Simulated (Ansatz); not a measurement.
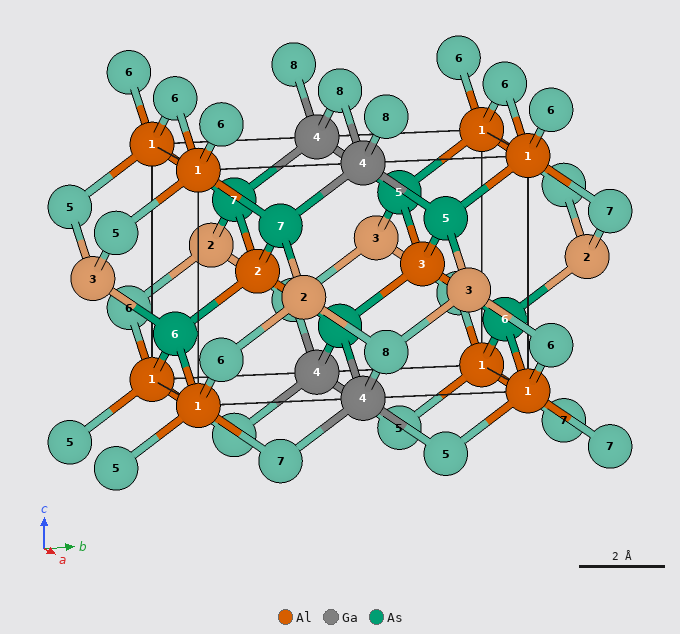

**Figure 1.** The structure as given in the input (ball-and-stick view of the cell of the calculation, seen slightly off an axis; neighbours outside the cell are drawn fainter; atoms are numbered from 1 in the order of the input).

## Run report: Al$_{3}$GaAs$_{4}$, geometry relaxation (part 1 of 2)

System: Al$_{3}$GaAs$_{4}$ (Pmm2, 8 atoms in the cell).
Method: DFT PBE, scalar-relativistic, plane waves, PAW, no spin polarisation (Ansatz 0.2.0).

The structure was made by a generator, so it may or may not be a known phase. Figures and captions count atoms from 1; the log counts them from 0 in places.

### Input
```yaml
crystal:
  lattice:
    - [4.0742239014, 0.0, 0.0]
    - [0.0, 8.1476604555, 0.0]
    - [0.0, 0.0, 5.6721633614]
  atoms:
    - { symbol: Al, position: [0.0, 0.0, 0.0001605952] }
    - { symbol: Al, position: [0.5, 0.2497660831, 0.5000108925] }
    - { symbol: Al, position: [0.5, 0.7502339169, 0.5000108925] }
    - { symbol: Ga, position: [0.0, 0.5, 2.75083e-05] }
    - { symbol: As, position: [0.0, 0.750639788, 0.748948295] }
    - { symbol: As, position: [0.5, 0.0, 0.249903035] }
    - { symbol: As, position: [0.0, 0.249360212, 0.748948295] }
    - { symbol: As, position: [0.5, 0.5, 0.2519904867] }
basis:
  ecutwfc: 420
kpoints:
  mp_grid: { grid: [8, 4, 6] }
hamiltonian:
  xc: pbe
scf:
  occupations: { method: gaussian, width: 0.02 }
output:
  forces: true
  stress: true
  eigenvalues: true
  write_density: true
  write_potential: true
  elf: true
  volumetric_format: npy
relax:
  adjacent_minimum: "off"
  f_tol: 0.01
  max_steps: 80
  cell: { stress_tol: 0.05 }
```

Hardware: 1 thread of Arm Neoverse V2, 24 GiB of memory available, shared host.

Launch command:
```bash
ansatz run input.yaml --threads 1 --pin off --max-ram 2560MiB --backend cpu --events-out ev --progress --plain --runs-dir out
```

### Log
```
Engine: ansatz 0.2.0, aarch64-unknown-linux-gnu
Pseudopotentials: kind: paw
Pseudopotential: Al, paw, valence charge 3, recommended cutoff 420 eV (normal), Al.paw.azcp
Pseudopotential: Ga, paw, valence charge 13, recommended cutoff 420 eV (normal), Ga.paw.azcp
Pseudopotential: As, paw, valence charge 15, recommended cutoff 420 eV (normal), As.paw.azcp
Functional definition: PBE
  parameter kappa = 0.804
  parameter beta = 0.06672455060314922
  exchange = pbe_x(kappa = kappa, mu = beta*pi^2/3)
  correlation = pbe_c(beta = beta)
Crystal: 8 atoms, lattice volume = 188.290 Å³
Basis set: ecut = 420 eV, 3689 PW (Γ), exchange–correlation on 60×120×80 points (8 copies of the dense FFT grid, shifted against one another)
Bands: 50, of which v1, the nominal top of the filled ones, is band 41 counted from 1 (40 counted from 0)
Symmetry: 4 space group operations
Space group: Pmm2 (ITA 25), of the structure as read, at distance tolerance 5.7e-5 Å
k-points: 60 of 192 (time reversal used)
Non-local potential: Al, projectors of the file, l = 0: 2, l = 1: 2, l = 2: 1
Non-local potential: Ga, projectors of the file, l = 0: 2, l = 1: 2, l = 2: 3, l = 3: 1
Non-local potential: As, projectors of the file, l = 0: 2, l = 1: 2, l = 2: 3, l = 3: 1
PAW form: soft (Blöchl's): semilocal exchange-correlation on the pseudo side does not see the compensation charge
PAW one-centre angular grid: Al, 110 points (default); XC on 64 Gauss nodes
PAW one-centre angular grid: Ga, 590 points (default); XC on 64 Gauss nodes
PAW one-centre angular grid: As, 590 points (default); XC on 64 Gauss nodes
Initial density: superposition of atomic densities (neutral atoms: chi_scale 0, normalization atom), corrected by the library's trained network
Initial wavefunctions: pseudopotential atomic-orbital guess
Functional: x = pbe(κ = 0.804, μ = 0.2195149727645171), c = pbe(β = 0.06672455060314922)
SCF iter   1: F=—  HF=-24823.685924 eV  |F-HF|=—  |Δ(HF+E_count)|=         —  Δρ=1.77e-3  dr2=1.17e-2  ethr=1.77e-3  ⟨swp⟩=6.9  Hψ=11748  notcnv=0
preconditioner: auto → Resta (q_TF=auto, 2.375 Å⁻¹)  ε∞=3.6  [insulator: Δε(μ)=1.255 eV  Ē_g=10.778 eV  σ=0.020 eV  W_gap=1.00  n_scr=44 (ndim 8)  ℏωp=17.5 eV  f_vac=0.025  D(μ)=0.00/eV (n_scr^D=0)  ε∞_Penn≈3.6]
SCF iter   2: F=—  HF=-24823.682121 eV  |F-HF|=—  |Δ(HF+E_count)|=   3.80e-3  Δρ=9.18e-4  dr2=2.94e-3  ethr=1.43e-5  ⟨swp⟩=2.0  Hψ=5073  notcnv=0  defer=207
SCF iter   3: F=—  HF=-24823.681996 eV  |F-HF|=—  |Δ(HF+E_count)|=   1.25e-4  Δρ=5.00e-4  dr2=4.33e-4  ethr=3.59e-6  ⟨swp⟩=2.0  Hψ=4373  notcnv=0  defer=207
SCF iter   4: F=—  HF=-24823.681709 eV  |F-HF|=—  |Δ(HF+E_count)|=   2.86e-4  Δρ=1.65e-4  dr2=8.16e-5  ethr=5.28e-7  ⟨swp⟩=2.0  Hψ=4089  notcnv=0  defer=207
SCF iter   5: F=—  HF=-24823.681872 eV  |F-HF|=—  |Δ(HF+E_count)|=   1.63e-4  Δρ=4.72e-5  dr2=6.63e-6  ethr=9.96e-8  ⟨swp⟩=2.0  Hψ=5253  notcnv=0  defer=207
SCF iter   6: F=—  HF=-24823.681876 eV  |F-HF|=—  |Δ(HF+E_count)|=   4.08e-6  Δρ=2.53e-5  dr2=1.43e-6  ethr=8.09e-9  ⟨swp⟩=2.0  Hψ=5253  notcnv=0  defer=207
SCF iter   7: F=-24823.681877 eV  HF=-24823.681877 eV  |F-HF|=2.72e-7  |Δ(HF+E_count)|=   5.78e-7  Δρ=7.84e-6  dr2=8.75e-8  ethr=1.22e-10  ⟨swp⟩=11.5  Hψ=21679  notcnv=0
SCF 1 converged in 7 iterations: F = -24823.681877 eV  dr2 = 8.75e-8
  greatest PAW one-centre occupation: 0.999 electrons in one spin orbital (limit 2), on the As atom at site 7 (counted from 0), in its partial waves of l = 2
relax step   1: F+E_penalty+E_count = -24823.68187711 eV  Δ(F+E_penalty+E_count) = +0.000e0 eV  max|allowed force component| = 8.285e-3 eV/Å  Δτ_max = 0.0000 Å  P = +0.039 GPa  Ω = 188.290 Å³  (7 SCF iters, dr2 threshold 1.00e-7 eV, accepted)
Crystal: 8 atoms, lattice volume = 188.437 Å³
Basis set: ecut = 420 eV, 3713 PW (Γ), exchange–correlation on 60×120×80 points (8 copies of the dense FFT grid, shifted against one another)
Initial density: handed on by an earlier stage of this run
Initial wavefunctions: those handed on with the density
iter 1 solved again at ethr=1.17e-6 eV; its pass at ethr=3.10e-3 eV (dr2=9.57e-4 eV) is discarded
SCF iter   1: F=—  HF=-24823.686206 eV  |F-HF|=—  |Δ(HF+E_count)|=         —  Δρ=7.30e-4  dr2=9.89e-4  ethr=1.17e-6  ⟨swp⟩=3.5  Hψ=15977  notcnv=0
preconditioner: auto → Resta (q_TF=auto, 2.375 Å⁻¹)  ε∞=3.6  [insulator: Δε(μ)=1.297 eV  Ē_g=10.778 eV  σ=0.020 eV  W_gap=1.00  n_scr=44 (ndim 8)  ℏωp=17.5 eV  f_vac=0.020  D(μ)=0.00/eV (n_scr^D=0)  ε∞_Penn≈3.6]
SCF iter   2: F=—  HF=-24823.686245 eV  |F-HF|=—  |Δ(HF+E_count)|=   3.90e-5  Δρ=4.54e-4  dr2=3.97e-4  ethr=1.17e-6  ⟨swp⟩=1.0  Hψ=3000  notcnv=0
SCF iter   3: F=—  HF=-24823.686383 eV  |F-HF|=—  |Δ(HF+E_count)|=   1.37e-4  Δρ=3.62e-5  dr2=1.46e-6  ethr=4.84e-7  ⟨swp⟩=2.0  Hψ=3958  notcnv=0
SCF iter   4: F=-24823.686385 eV  HF=-24823.686385 eV  |F-HF|=1.82e-7  |Δ(HF+E_count)|=   2.58e-6  Δρ=1.21e-5  dr2=2.60e-7  ethr=9.76e-10  ⟨swp⟩=11.0  Hψ=26218  notcnv=0
SCF 2 converged in 4 iterations: F = -24823.686385 eV  dr2 = 2.60e-7
relax step   2: F+E_penalty+E_count = -24823.68638491 eV  Δ(F+E_penalty+E_count) = -4.508e-3 eV  max|allowed force component| = 8.943e-3 eV/Å  Δτ_max = 0.0011 Å  P = -0.006 GPa  Ω = 188.437 Å³  energy of the carried Pulay correction = -2.744e-5 eV  (4 SCF iters, dr2 threshold 8.00e-7 eV, accepted)
Crystal: 8 atoms, lattice volume = 188.420 Å³
iter 1 solved again at ethr=2.77e-8 eV; its pass at ethr=3.10e-3 eV (dr2=2.27e-5 eV) is discarded
SCF iter   1: F=—  HF=-24823.686498 eV  |F-HF|=—  |Δ(HF+E_count)|=         —  Δρ=1.30e-4  dr2=2.84e-5  ethr=2.77e-8  ⟨swp⟩=3.0  Hψ=13662  notcnv=0
preconditioner: auto → Resta (q_TF=auto, 2.375 Å⁻¹)  ε∞=3.6  [insulator: Δε(μ)=1.299 eV  Ē_g=10.779 eV  σ=0.020 eV  W_gap=1.00  n_scr=44 (ndim 8)  ℏωp=17.5 eV  f_vac=0.020  D(μ)=0.00/eV (n_scr^D=0)  ε∞_Penn≈3.6]
SCF iter   2: F=—  HF=-24823.686591 eV  |F-HF|=—  |Δ(HF+E_count)|=   9.34e-5  Δρ=7.92e-5  dr2=1.10e-5  ethr=2.77e-8  ⟨swp⟩=1.0  Hψ=3000  notcnv=0
SCF iter   3: F=—  HF=-24823.686593 eV  |F-HF|=—  |Δ(HF+E_count)|=   1.38e-6  Δρ=1.68e-5  dr2=4.31e-7  ethr=1.34e-8  ⟨swp⟩=2.0  Hψ=4256  notcnv=0
SCF iter   4: F=-24823.686592 eV  HF=-24823.686592 eV  |F-HF|=3.80e-8  |Δ(HF+E_count)|=   4.41e-7  Δρ=5.12e-6  dr2=2.78e-8  ethr=4.38e-11  ⟨swp⟩=6.2  Hψ=19339  notcnv=0
SCF 3 converged in 4 iterations: F = -24823.686592 eV  dr2 = 2.78e-8
relax step   3: F+E_penalty+E_count = -24823.68659245 eV  Δ(F+E_penalty+E_count) = -2.075e-4 eV  max|allowed force component| = 1.374e-3 eV/Å  Δτ_max = 0.0009 Å  P = -0.001 GPa  Ω = 188.420 Å³  energy of the carried Pulay correction = -2.428e-5 eV  (4 SCF iters, dr2 threshold 3.59e-8 eV, accepted)
Initial wavefunctions: pseudopotential atomic-orbital guess (no wavefunctions were taken with the density)
iter 1 solved again at ethr=1.19e-7 eV; its pass at ethr=3.10e-3 eV (dr2=9.75e-5 eV) is discarded
SCF iter   1: F=—  HF=-24823.686211 eV  |F-HF|=—  |Δ(HF+E_count)|=         —  Δρ=8.64e-5  dr2=3.28e-7  ethr=1.19e-7  ⟨swp⟩=3.1  Hψ=18515  notcnv=0
preconditioner: auto → Resta (q_TF=auto, 2.375 Å⁻¹)  ε∞=3.6  [insulator: Δε(μ)=1.300 eV  Ē_g=10.779 eV  σ=0.020 eV  W_gap=1.00  n_scr=44 (ndim 8)  ℏωp=17.5 eV  f_vac=0.020  D(μ)=0.00/eV (n_scr^D=0)  ε∞_Penn≈3.6]
SCF iter   2: F=—  HF=-24823.686550 eV  |F-HF|=—  |Δ(HF+E_count)|=   3.39e-4  Δρ=4.36e-5  dr2=8.77e-8  ethr=4.00e-10  ⟨swp⟩=2.0  Hψ=4260  notcnv=0
SCF iter   3: F=—  HF=-24823.686637 eV  |F-HF|=—  |Δ(HF+E_count)|=   8.70e-5  Δρ=3.04e-6  dr2=5.99e-9  ethr=1.07e-10  ⟨swp⟩=2.0  Hψ=4243  notcnv=0
SCF iter   4: F=—  HF=-24823.686637 eV  |F-HF|=—  |Δ(HF+E_count)|=   2.63e-7  Δρ=6.04e-7  dr2=8.08e-10  ethr=7.31e-12  ⟨swp⟩=2.0  Hψ=5460  notcnv=0
SCF iter   5: F=—  HF=-24823.686637 eV  |F-HF|=—  |Δ(HF+E_count)|=  8.73e-10  Δρ=4.15e-7  dr2=2.20e-10  ethr=1.00e-12  ⟨swp⟩=2.0  Hψ=4257  notcnv=0
SCF iter   6: F=-24823.686637 eV  HF=-24823.686637 eV  |F-HF|=3.27e-11  |Δ(HF+E_count)|=   3.04e-9  Δρ=1.17e-7  dr2=1.87e-11  ethr=1.00e-12  ⟨swp⟩=6.0  Hψ=12764  notcnv=0
SCF 4 converged in 6 iterations: F = -24823.686637 eV  dr2 = 1.87e-11
relax step   4: F+E_penalty+E_count = -24823.68663743 eV  Δ(F+E_penalty+E_count) = -4.498e-5 eV  max|allowed force component| = 1.347e-3 eV/Å  Δτ_max = 0.0000 Å  P = -0.000 GPa  Ω = 188.420 Å³  stress off target by 5.94e-3 GPa  SCF on the basis re-selected at this cell (its energy is not comparable with the rows above)  (6 SCF iters)
```

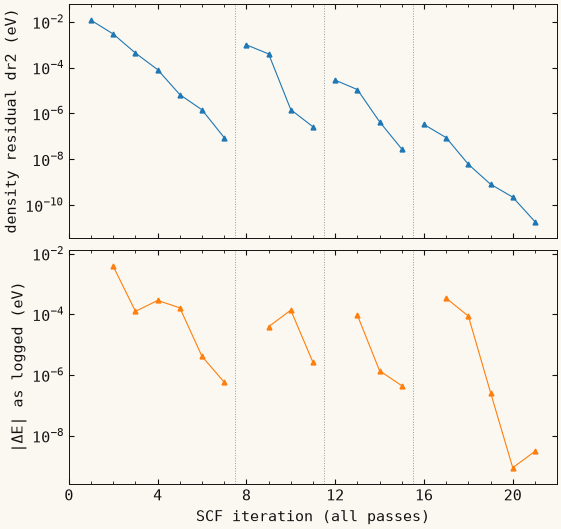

**Figure 2.** Convergence of the self-consistent field: density residual dr2 and size of the energy change against the SCF iteration. The dotted lines part the SCF passes of the relaxation: geometry steps, rejected trials and re-solves on a re-selected basis. The passes take 7, 4, 4 and 6 iterations.

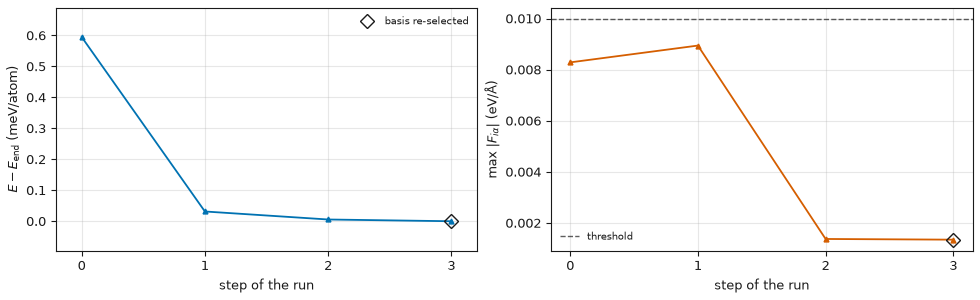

**Figure 3.** Progress of the relaxation, step by step (the first geometry is step 0 here and step 1 in the log).

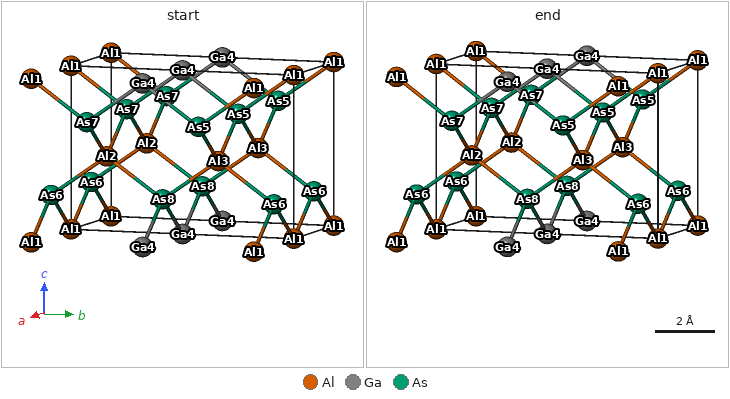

**Figure 4.** Before (left) and after (right) the relaxation, at one scale (ball-and-stick view of the cell of the calculation, repeated 2 × 1 × 1, seen slightly off an axis). The atoms keep their places relative to the cell (all moves are under 0.005 Å). Cell: a 4.074 → 4.055 Å (−0.5 %), b 8.148 → 8.110 Å (−0.5 %), c 5.672 → 5.729 Å (+1.0 %). Volume +0.1 %. The space group stays Pmm2 (No. 25). Over 2 geometry steps the energy falls by 0.6 meV per atom. Largest force component: 0.0083 eV/Å at the start, 0.0013 eV/Å at the end. Pressure: 0.04 GPa at the start and 0.00 GPa at the end. A last SCF at the same geometry on a re-selected plane-wave basis shifts the energy by next to nothing (0.0 meV per atom).
